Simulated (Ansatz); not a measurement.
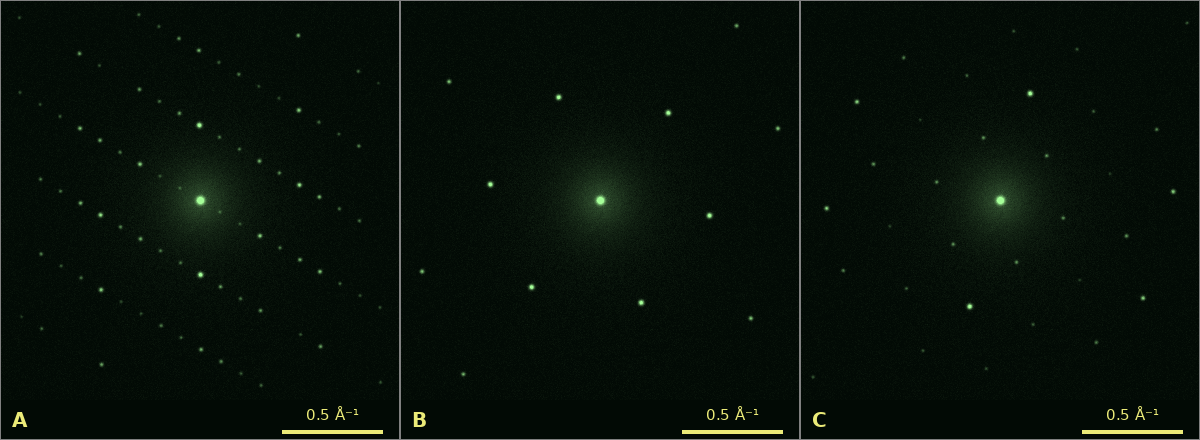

Kinematic zone-axis patterns, calculated for 120 keV electrons with B = 0.5 Å².

All three come from Zr3S2, space group R-3m (No. 166), a = 3.61 Å, c = 25.76 Å (hexagonal axes). Structure: the end point of a relaxation with DFT PBE, scalar-relativistic, plane waves, PAW in Ansatz 0.2.0; the starting structure was generated, so it need not be a known form of this composition.

Question: Assign the zone axes [001], [100], [211] to A, B and C.

Answer: A is [100]: oblique net of 0 0 3 (weak) at d = 8.59 Å and 0 -1 1 at d = 3.11 Å, at 83.1°. B is [001]: hexagonal net of 1 1 0 at d = 1.81 Å and -1 2 0 at d = 1.81 Å, at 60.0°. C is [211]: centred rectangular net of 0 1 -1 at d = 3.11 Å and -1 1 1 at d = 3.11 Å, at 61.4°.
